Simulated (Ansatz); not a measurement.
## Geometry relaxation, with input and output: Ni3Si (part 3 of 3)

Continued. System: Ni3Si (P1, 16 atoms in the cell). Method: DFT r2SCAN, scalar-relativistic, plane waves, PAW, no spin polarisation (Ansatz 0.2.0); cutoff 500 eV, 3×3×3 k-mesh, Gaussian smearing of 0.1 eV. The structure was built on a prototype by a generator; it need not be a known phase. It belongs to a series of runs on one base structure; here: 2 of 6 Si atoms taken out at random.

Geometry of the input (Å; fractional positions):
```
1.9348  -3.3511  4.9268
1.9348  3.3511  4.9268
-3.8695  0.0000  4.9268
Si 0.2517  0.9160  0.5811
Si 0.0862  0.4194  0.7472
Si 0.4191  0.7454  0.0840
Si 0.7516  0.0792  0.4200
Ni 0.0006  0.9973  0.0059
Ni 0.3344  0.3328  0.3260
Ni 0.6704  0.6668  0.6651
Ni 0.4995  0.5021  0.5014
Ni 0.8345  0.8328  0.8265
Ni 0.1642  0.1708  0.1707
Ni 0.7507  0.4230  0.0775
Ni 0.0773  0.7459  0.4217
Ni 0.4207  0.0807  0.7502
Ni 0.2577  0.5773  0.9168
Ni 0.5824  0.9112  0.2551
Ni 0.9146  0.2522  0.5814
```

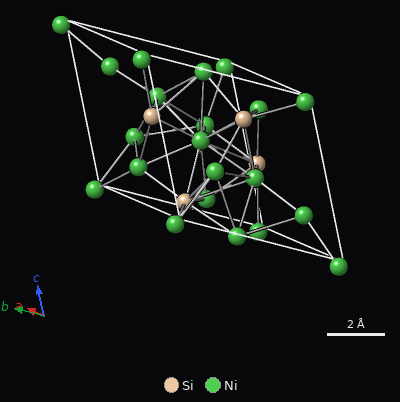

**Figure 1.** The geometry at step 6 of the log (ball-and-stick view of the cell of the calculation, seen at an oblique angle).

**Trajectory as extended XYZ (Å, eV, eV/Å), 10 frames, from step=1 to step=10**
```
16
Lattice="1.9348 -3.3511 4.9268 1.9348 3.3511 4.9268 -3.8695 0.0000 4.9268" Properties=species:S:1:pos:R:3:forces:R:3 step=1 energy=-72702.84901 pressure_GPa=-9.89
Si    0.0108    2.2259    8.6158   -0.3606   0.2199   0.0475
Si   -1.9131    1.1166    6.1726   -0.5638  -0.2783  -0.0555
Si    1.9281    1.0935    6.1512   -0.1627   0.2449   0.0412
Si   -0.0175   -2.2534    6.1626    0.7347   0.5221  -0.0260
Ni    1.9077    3.3402    4.9454    0.3280  -0.0390  -0.1463
Ni    0.0293   -0.0055    4.8937   -0.2941  -0.1294   0.4463
Ni    0.0133   -0.0121    9.8650   -0.1594   0.2141  -0.3252
Ni   -0.0022    0.0084    7.4048    0.0105   0.0603  -0.2558
Ni    0.0276   -0.0055   12.2865   -0.0130  -0.1089   0.5791
Ni   -0.0127    0.0221    2.4914   -0.0723  -0.2152  -0.3415
Ni    1.9710   -1.0979    6.1643   -0.4729  -0.5350  -0.0092
Ni   -0.0392    2.2408    6.1335    0.7807  -0.2958  -0.0725
Ni   -1.9330   -1.1395    6.1664   -0.1856   0.3864   0.0270
Ni   -1.9321    1.0711    8.6308   -0.4128  -0.1151  -0.0265
Ni    1.9026    1.1020    8.6157    0.8995  -0.4140  -0.0314
Ni    0.0077   -2.2201    8.6133   -0.0563   0.4831   0.1487
16
Lattice="1.9149 -3.3197 4.8521 1.9159 3.3160 4.8492 -3.8272 -0.0028 4.8492" Properties=species:S:1:pos:R:3:forces:R:3 step=2 energy=-72703.34628 pressure_GPa=-4.55
Si    0.0104    2.2024    8.4823   -0.2413   0.1333   0.0345
Si   -1.9061    1.1035    6.0733   -0.3333  -0.1692  -0.0501
Si    1.9101    1.0789    6.0563   -0.0778   0.1839   0.0454
Si   -0.0008   -2.2243    6.0674    0.4475   0.3436  -0.0227
Ni    1.9118    3.3015    4.8566    0.2961  -0.0274  -0.1470
Ni    0.0095   -0.0175    4.8310   -0.2630  -0.1581   0.2348
Ni    0.0096   -0.0010    9.7018   -0.1335   0.2279  -0.1961
Ni   -0.0007    0.0149    7.2839    0.0348   0.0966  -0.1117
Ni    0.0338   -0.0163   12.1152    0.0314  -0.1367   0.3695
Ni   -0.0198    0.0048    2.4444   -0.1246  -0.1771  -0.2008
Ni    1.9375   -1.1001    6.0691   -0.3128  -0.3435   0.0004
Ni   -0.0206    2.2108    6.0162    0.4800  -0.1817  -0.2162
Ni   -1.9140   -1.1229    6.0908   -0.1030   0.2118   0.1915
Ni   -1.9424    1.0479    8.4931   -0.3748  -0.1068  -0.0248
Ni    1.9281    1.0698    8.4809    0.7158  -0.3418  -0.0099
Ni    0.0094   -2.1690    8.4861   -0.0415   0.4451   0.1033
16
Lattice="1.8989 -3.2921 4.7665 1.9014 3.2862 4.7614 -3.7945 -0.0052 4.7617" Properties=species:S:1:pos:R:3:forces:R:3 step=3 energy=-72703.90791 pressure_GPa=0.23
Si    0.0078    2.1813    8.3320   -0.0366   0.0160   0.0242
Si   -1.9039    1.0946    5.9553    0.0755  -0.0886  -0.0156
Si    1.8990    1.0711    5.9528   -0.0097   0.1641   0.0080
Si    0.0155   -2.1980    5.9583   -0.0780  -0.0363  -0.0119
Ni    2.0111    3.2505    4.7550    0.2323  -0.0382   0.0836
Ni   -0.0746   -0.0896    4.7576   -0.1738  -0.1966   0.0719
Ni   -0.0256    0.0967    9.5198   -0.0709   0.2280   0.0913
Ni    0.0163    0.1025    7.1501    0.0758   0.2356  -0.0847
Ni    0.0987   -0.0858   11.9155    0.1639  -0.1694  -0.0877
Ni   -0.1035   -0.0475    2.3888   -0.2548  -0.0856  -0.1045
Ni    1.9026   -1.1043    5.9713   -0.0176  -0.0379   0.0449
Ni    0.0018    2.1840    5.7154    0.0495  -0.0123  -0.6003
Ni   -1.8969   -1.1085    6.1673   -0.0007   0.0148   0.5723
Ni   -2.0374    1.0020    8.3339   -0.1361  -0.0183  -0.0006
Ni    2.0313    0.9902    8.3339    0.1739  -0.1003   0.0093
Ni    0.0160   -2.0381    8.3394    0.0074   0.1251  -0.0001
16
Lattice="1.8917 -3.2776 4.7238 1.8942 3.2719 4.7189 -3.7793 -0.0050 4.7188" Properties=species:S:1:pos:R:3:forces:R:3 step=4 energy=-72704.28812 pressure_GPa=2.63
Si    0.0068    2.1717    8.2600    0.0353  -0.0166   0.0211
Si   -1.8884    1.0864    5.8974    0.2390  -0.0750  -0.0083
Si    1.8923    1.0806    5.9005    0.0044   0.1846  -0.0122
Si    0.0083   -2.1945    5.9034   -0.2862  -0.1854  -0.0171
Ni    2.0958    3.2191    4.7130    0.0657  -0.0330   0.2819
Ni   -0.1403   -0.1528    4.7245   -0.0559  -0.1134   0.0886
Ni   -0.0543    0.1818    9.4364    0.0162   0.0896   0.2907
Ni    0.0352    0.1863    7.0801    0.0627   0.1772  -0.1658
Ni    0.1599   -0.1456   11.8087    0.1338  -0.0757  -0.3628
Ni   -0.1841   -0.0823    2.3577   -0.1958  -0.0056  -0.1343
Ni    1.8880   -1.1036    5.9308    0.0875   0.0584   0.0754
Ni    0.0108    2.1719    5.4728   -0.0968   0.0517  -0.7782
Ni   -1.8885   -1.1006    6.2993    0.0302  -0.0548   0.7591
Ni   -2.1077    0.9701    8.2555   -0.0325   0.0090   0.0126
Ni    2.1014    0.9388    8.2610   -0.0473  -0.0001  -0.0025
Ni    0.0217   -1.9475    8.2638    0.0397  -0.0110  -0.0482
16
Lattice="1.8898 -3.2728 4.7204 1.8905 3.2713 4.7191 -3.7784 -0.0013 4.7190" Properties=species:S:1:pos:R:3:forces:R:3 step=5 energy=-72704.60592 pressure_GPa=1.97
Si    0.0011    2.1747    8.2772    0.0436  -0.0253   0.0947
Si   -1.8678    1.0839    5.8852    0.2074  -0.0255  -0.0416
Si    1.8834    1.1048    5.8873   -0.0042   0.1167  -0.0475
Si   -0.0108   -2.2067    5.8876   -0.2255  -0.1689  -0.0468
Ni    2.1411    3.2270    4.7282    0.0123   0.0073   0.1964
Ni   -0.1615   -0.1977    4.7367    0.0103  -0.0695   0.0510
Ni   -0.0875    0.2241    9.4485    0.0033   0.0214   0.2165
Ni    0.0363    0.2544    7.0689    0.0250   0.1506  -0.1184
Ni    0.2082   -0.1705   11.7948    0.1267  -0.0464  -0.2824
Ni   -0.2417   -0.1116    2.3478   -0.1482  -0.0211  -0.0950
Ni    1.8840   -1.1012    6.0037    0.0827   0.0672   0.1696
Ni    0.0102    2.1722    5.2813   -0.1102   0.0531  -0.5601
Ni   -1.8888   -1.0947    6.4636    0.0319  -0.0566   0.5249
Ni   -2.1538    0.9731    8.2422    0.0187   0.0505  -0.0015
Ni    2.1245    0.9072    8.2450   -0.1298   0.0170  -0.0090
Ni    0.0412   -1.9029    8.2460    0.0559  -0.0704  -0.0509
16
Lattice="1.8886 -3.2713 4.7315 1.8886 3.2733 4.7329 -3.7792 0.0009 4.7330" Properties=species:S:1:pos:R:3:forces:R:3 step=6 energy=-72704.83011 pressure_GPa=0.55
Si   -0.0012    2.1770    8.3778    0.0128  -0.0047   0.1840
Si   -1.8478    1.0970    5.8690    0.0596   0.0326  -0.0703
Si    1.8623    1.1181    5.8684   -0.0347   0.0089  -0.0678
Si   -0.0148   -2.2278    5.8675   -0.0255  -0.0680  -0.0646
Ni    2.1419    3.2830    4.7587   -0.0036   0.0801   0.0503
Ni   -0.1159   -0.2281    4.7618    0.0771  -0.0514  -0.0013
Ni   -0.1387    0.2036    9.4908   -0.0593  -0.0371   0.0584
Ni    0.0056    0.3180    7.0848   -0.0114   0.1722  -0.0470
Ni    0.2722   -0.1683   11.8197    0.1631  -0.0629  -0.1003
Ni   -0.2806   -0.1639    2.3511   -0.1472  -0.0866  -0.0378
Ni    1.8854   -1.0975    6.2113    0.0288   0.0232   0.3196
Ni    0.0042    2.1757    5.1419   -0.0400   0.0206  -0.2879
Ni   -1.8895   -1.0932    6.5461    0.0126  -0.0211   0.1691
Ni   -2.1788    1.0079    8.2319   -0.0174   0.0514  -0.0299
Ni    2.1033    0.8753    8.2318   -0.0662  -0.0307  -0.0272
Ni    0.0800   -1.8964    8.2315    0.0513  -0.0266  -0.0472
16
Lattice="1.8883 -3.2716 4.7357 1.8880 3.2753 4.7384 -3.7802 0.0021 4.7386" Properties=species:S:1:pos:R:3:forces:R:3 step=7 energy=-72704.97312 pressure_GPa=-0.49
Si   -0.0020    2.1788    8.4697   -0.0100   0.0092   0.2009
Si   -1.8365    1.1129    5.8429   -0.0958   0.1095  -0.0352
Si    1.8433    1.1209    5.8411   -0.0707  -0.1203  -0.0309
Si   -0.0086   -2.2444    5.8398    0.1603   0.0223  -0.0287
Ni    2.1343    3.3386    4.7747   -0.0294   0.1310  -0.0278
Ni   -0.0647   -0.2501    4.7734    0.1366  -0.0332  -0.0148
Ni   -0.1835    0.1737    9.5114   -0.1063  -0.0932  -0.0346
Ni   -0.0248    0.3782    7.0898    0.0042   0.1201  -0.0343
Ni    0.3372   -0.1688   11.8268    0.1104  -0.0807  -0.0086
Ni   -0.3174   -0.2166    2.3516   -0.1082  -0.0652  -0.0348
Ni    1.8880   -1.0950    6.4051   -0.0048  -0.0029   0.1493
Ni   -0.0008    2.1790    5.0343    0.0220  -0.0107  -0.0208
Ni   -1.8897   -1.0938    6.5767   -0.0033   0.0062  -0.0807
Ni   -2.1983    1.0388    8.2095    0.0292  -0.0860  -0.0021
Ni    2.0833    0.8471    8.2084    0.0740   0.0725   0.0014
Ni    0.1129   -1.8952    8.2069   -0.1081   0.0214   0.0017
16
Lattice="1.8897 -3.2737 4.6997 1.8896 3.2745 4.7002 -3.7804 0.0005 4.7004" Properties=species:S:1:pos:R:3:forces:R:3 step=8 energy=-72705.08282 pressure_GPa=0.13
Si    0.0006    2.1774    8.5895   -0.0032   0.0005  -0.1628
Si   -1.8245    1.1532    5.7631   -0.0508   0.0350   0.0217
Si    1.7996    1.1087    5.7629   -0.0072  -0.0569   0.0203
Si    0.0259   -2.2786    5.7627    0.0581   0.0273   0.0191
Ni    2.1067    3.4274    4.7630   -0.0224   0.0461  -0.0189
Ni    0.0305   -0.2722    4.7629    0.0514  -0.0051  -0.0170
Ni   -0.2460    0.1025    9.4630   -0.0310  -0.0443  -0.0206
Ni   -0.0269    0.4726    7.0507    0.0311   0.0216   0.0251
Ni    0.4272   -0.2204   11.7506    0.0035  -0.0396   0.0271
Ni   -0.3993   -0.2680    2.3505   -0.0342   0.0148   0.0241
Ni    1.8903   -1.0963    6.5460   -0.0012  -0.0041  -0.0233
Ni    0.0000    2.1773    4.8308    0.0055  -0.0017   0.0429
Ni   -1.8894   -1.0971    6.3788   -0.0012   0.0035   0.1074
Ni   -2.1773    0.9544    8.1082   -0.0679  -0.0228  -0.0139
Ni    2.1479    0.9033    8.1082    0.0561  -0.0473  -0.0153
Ni    0.0300   -1.8736    8.1080    0.0134   0.0730  -0.0155
16
Lattice="1.8903 -3.2743 4.7011 1.8903 3.2746 4.7013 -3.7809 0.0002 4.7013" Properties=species:S:1:pos:R:3:forces:R:3 step=9 energy=-72705.08756 pressure_GPa=-0.02
Si    0.0007    2.1772    8.5767   -0.0002   0.0000  -0.0053
Si   -1.8305    1.1510    5.7662   -0.0032   0.0101   0.0080
Si    1.8051    1.1044    5.7662   -0.0084  -0.0075   0.0077
Si    0.0276   -2.2726    5.7659    0.0111  -0.0029   0.0082
Ni    2.1099    3.4288    4.7599   -0.0053  -0.0040  -0.0144
Ni    0.0301   -0.2753    4.7598   -0.0007   0.0070  -0.0138
Ni   -0.2477    0.1035    9.4611    0.0058  -0.0017  -0.0150
Ni   -0.0269    0.4739    7.0496    0.0005   0.0116   0.0054
Ni    0.4297   -0.2214   11.7506    0.0105  -0.0065   0.0075
Ni   -0.4007   -0.2696    2.3483   -0.0104  -0.0060   0.0055
Ni    1.8911   -1.0972    6.5319   -0.0006  -0.0001   0.0057
Ni    0.0006    2.1772    4.8590    0.0015  -0.0004   0.0019
Ni   -1.8896   -1.0973    6.4029   -0.0004   0.0002  -0.0100
Ni   -2.1897    0.9585    8.1091   -0.0027   0.0014   0.0028
Ni    2.1513    0.8898    8.1089    0.0009  -0.0030   0.0034
Ni    0.0405   -1.8654    8.1089    0.0016   0.0017   0.0025
16
Lattice="1.8903 -3.2743 4.7011 1.8903 3.2746 4.7013 -3.7809 0.0002 4.7013" Properties=species:S:1:pos:R:3:forces:R:3 step=10 energy=-72705.07590 pressure_GPa=-0.10
Si    0.0007    2.1772    8.5767   -0.0002   0.0000  -0.0052
Si   -1.8305    1.1510    5.7662   -0.0033   0.0100   0.0080
Si    1.8051    1.1044    5.7662   -0.0082  -0.0076   0.0076
Si    0.0276   -2.2726    5.7659    0.0110  -0.0027   0.0082
Ni    2.1099    3.4288    4.7599   -0.0052  -0.0042  -0.0146
Ni    0.0301   -0.2753    4.7598   -0.0009   0.0071  -0.0140
Ni   -0.2477    0.1035    9.4611    0.0059  -0.0016  -0.0151
Ni   -0.0269    0.4739    7.0496    0.0006   0.0111   0.0056
Ni    0.4297   -0.2214   11.7506    0.0100  -0.0063   0.0077
Ni   -0.4007   -0.2696    2.3483   -0.0100  -0.0056   0.0057
Ni    1.8911   -1.0972    6.5319   -0.0006  -0.0001   0.0066
Ni    0.0006    2.1772    4.8590    0.0015  -0.0004   0.0012
Ni   -1.8896   -1.0973    6.4029   -0.0004   0.0002  -0.0099
Ni   -2.1897    0.9585    8.1091   -0.0030   0.0016   0.0026
Ni    2.1513    0.8898    8.1089    0.0009  -0.0034   0.0032
Ni    0.0405   -1.8654    8.1089    0.0020   0.0019   0.0024
```

**Key numbers**

| quantity | value |
| --- | --- |
| outcome | converged |
| space group (tolerance 0.01 Å) | P1 (1) → R3 (146) |
| electrons treated | 232 |
| free energy | −72705.0759 eV |
| Fermi energy | 16.953 eV |
| gap on the k-point mesh | none (metallic) |
| pressure | −0.10 GPa |
| final volume | 174.61 Å³ |
| largest force (length of the vector) at the end | 0.016 eV/Å |
| final cell | a = 6.033 Å, b = 6.033 Å, c = 6.033 Å, α = 65.74°, β = 65.74°, γ = 65.74° |
| wall time | 10 min (CPU time 38 min) |
| peak memory | 1.6 GiB |

**Notes**

The run has no spin polarisation, so a magnetic state may lie lower.
